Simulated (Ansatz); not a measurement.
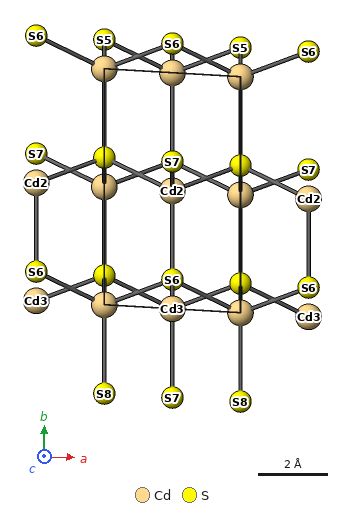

Solid CdS (set up in P1), before the relaxation. A ball-and-stick model of the reduced cell, seen along the c axis. Lengths and directions refer to the drawn axes.

Case: film's bulk on the substrate's plane, third vector and atoms relaxed.

Theory: DFT LDA, scalar-relativistic, plane waves, PAW (Ansatz).

Input
```yaml
crystal:
  lattice:
    - [8.1961778829, 0.0, 0.0]
    - [-1.7185768521, 8.0139768836, 0.0]
    - [-2.1410148767, 1.5620204077, 2.9873752339]
  atoms:
    - { symbol: Cd, position: [0.5004798664, 0.3333333333, 0.1671465331] }
    - { symbol: Cd, position: [0.5004798664, 0.8333333333, 0.1671465331] }
    - { symbol: Cd, position: [0.0004798664, 0.1666666667, 0.3338131997] }
    - { symbol: Cd, position: [0.0004798664, 0.6666666667, 0.3338131997] }
    - { symbol: S, position: [0.8765201336, 0.3333333333, 0.5431868003] }
    - { symbol: S, position: [0.8765201336, 0.8333333333, 0.5431868003] }
    - { symbol: S, position: [0.3765201336, 0.1666666667, 0.7098534669] }
    - { symbol: S, position: [0.3765201336, 0.6666666667, 0.7098534669] }
basis:
  ecutwfc: 420
kpoints:
  mp_grid: { grid: [4, 4, 9] }
hamiltonian:
  xc: lda
scf:
  occupations: { method: gaussian, width: 0.02 }
output:
  forces: true
  stress: true
  eigenvalues: true
relax:
  adjacent_minimum: "off"
  f_tol: 0.01
  max_steps: 50
  cell: { fix: [a, b, gamma], stress_tol: 0.1 }
```

Launched with:
```bash
ansatz run input.yaml --threads 8 --pin off --max-ram 28672MiB --backend cpu --events-out ev --progress --plain --runs-dir out
```

> Predict the outcome.

The largest moves relative to the cell, 0.075 Å, are those of S5 and S6. S5 goes along [3 1 2]. Largest moves by element: S 0.075 Å, Cd 0.053 Å. The drawn cell changes as follows: a 3.994 → 4.018 Å (+0.6 %), b 6.930 → 6.867 Å (−0.9 %), c 7.123 → 7.112 Å (−0.1 %), α 94.3° → 95.0°, γ 93.3° → 94.0°; the volume changes by −0.6 %. Among the contacts that change: Cd3–S5 2.396 → 2.502 Å, Cd3–S7 2.606 → 2.535 Å, Cd1–S5 2.606 → 2.537 Å, Cd3–S6 2.585 → 2.529 Å. Bond angles that change, for instance: S6–Cd2–S8 114.8° → 119.5°, Cd2–S6–Cd3 113.7° → 117.7°, S6–Cd3–S7 113.7° → 117.0°. The space group stays P1 (No. 1). The energy falls by 14.6 meV per atom in 2 accepted moves (3 points after the start). Largest force component: 0.71 eV/Å at the start, 0.004 eV/Å at the end. Pressure: −1.39 GPa at the start and −1.81 GPa at the end. At 1 point the geometry stayed and the basis and grid were re-selected for the new cell (energy shift of less than 0.05 meV per atom at most each time).

After the run, drawn alike:

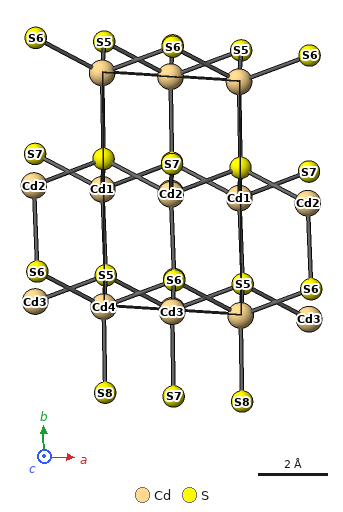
